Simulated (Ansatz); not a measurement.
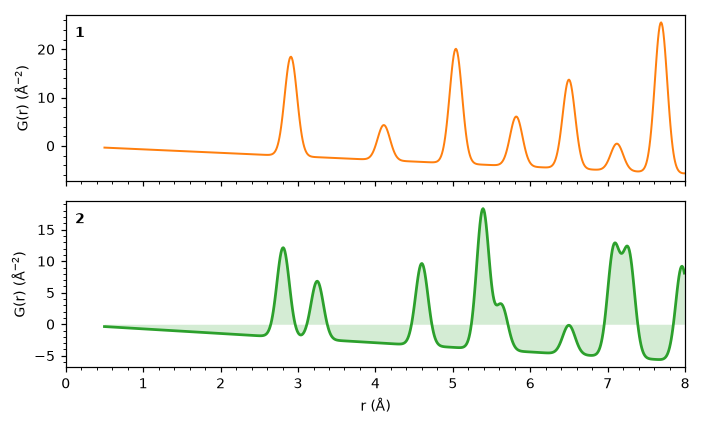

Computed X-ray G(r), with each pair weighted by the product of the atomic numbers (X-ray weights at Q = 0) and a uniform peak width σ = 0.08 Å. There is no Q-range truncation.

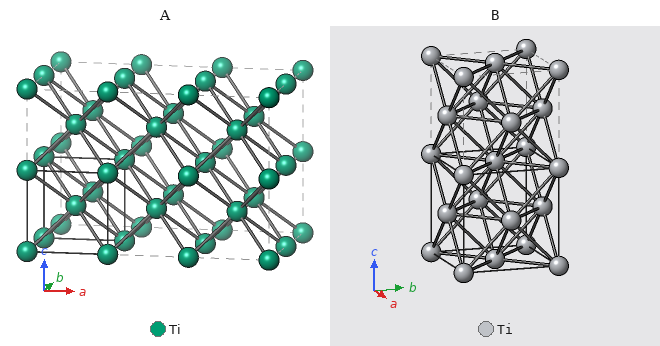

Candidate polymorphs:

A. Ti, a = 3.249 Å, b = 3.249 Å, c = 3.249 Å, α = 90.00°, β = 90.00°, γ = 90.00°, Im-3m

B. Ti, a = 4.112 Å, b = 4.112 Å, c = 4.112 Å, α = 90.00°, β = 90.00°, γ = 90.00°, Fm-3m

All cells are input geometries of electronic-structure calculations (not necessarily at equilibrium); the starting structure was generated, so it need not be a known form of this composition.

### Which PDF belongs to which candidate?

curve 1 is B (Ti, first clear peaks at 2.91 Å (Ti–Ti) and 4.11 Å (Ti–Ti)); curve 2 is A (Ti, first clear peaks at 2.81 Å (Ti–Ti) and 3.25 Å (Ti–Ti)).
